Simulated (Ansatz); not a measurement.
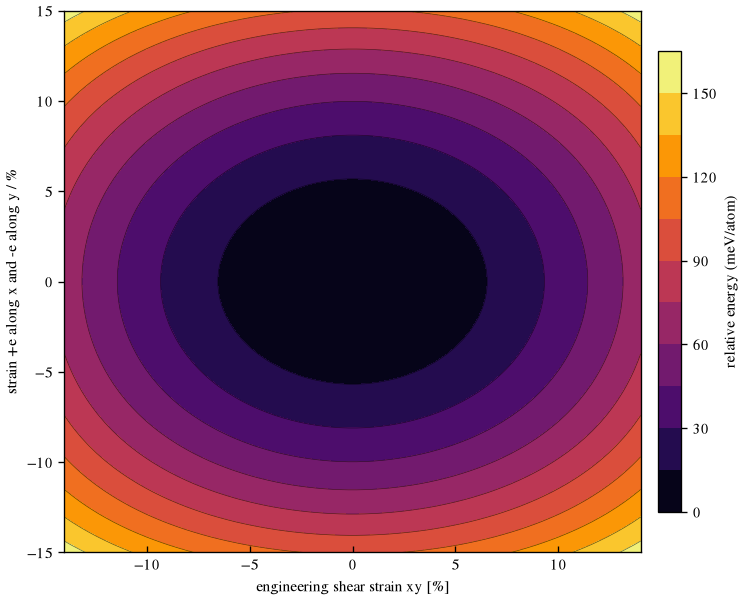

Cu (Fm-3m, No. 225; 1 atom in the cell). The energy is mapped over two homogeneous strains (x, y and z along the cube axes). First axis: engineering shear strain xy. Second axis: strain +e along x and -e along y. Nothing is relaxed (symmetry fixes all fractional coordinates). The grid has 7 × 7 points; 16 points were computed and 33 follow by symmetry. Points are written as (first, second). All energies are given in meV/atom relative to the lowest grid point. Method: Ansatz, DFT PBEsol, scalar-relativistic, plane waves, PAW. Settings: cutoff 520 eV, k-mesh 22×22×22, gaussian smearing 0.15 eV, no spin polarisation.

Drawn: filled contours. Between grid points the surface is interpolated.

The lowest grid point is at (0.0 %, 0 %). It is the only kind of minimum in the scanned range. The highest grid point, (−14.0 %, −15 %), lies 158 meV/atom above the lowest. Round the minimum the two coordinates are nearly uncoupled.

The level of theory is changed to DFT PBE, scalar-relativistic, plane waves, PAW in Ansatz; with it change k-mesh 20×20×20 (before 22×22×22), the cell, relaxed at the new level (first cell vector 2.566 Å, before 2.520 Å).

What does this change do to the map?

Answer. The lowest place stays at (0.0 %, 0 %). The span from the lowest to the highest grid point shrinks from 158 to 142 meV/atom. The curvature at the minimum changes from about 104 to 84 GPa along engineering shear strain xy and from about 138 to 119 GPa along the second coordinate.

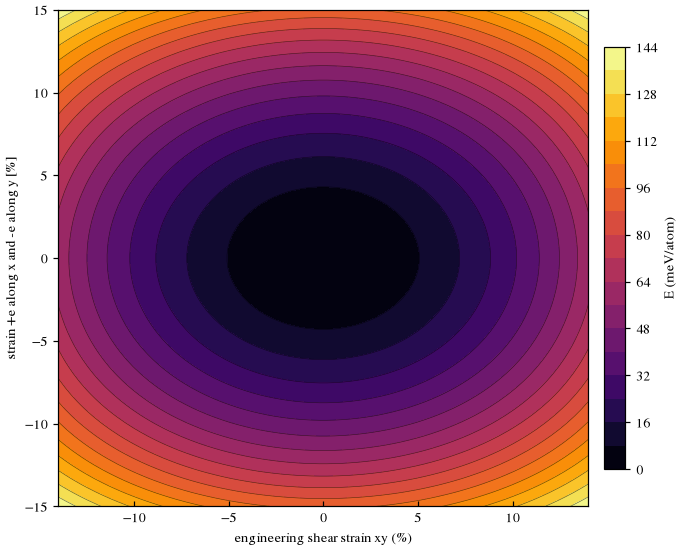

The map after the change, on a colour scale of its own. Drawn: filled contours. Between grid points the surface is interpolated.

PAW datasets: the set soft_1.
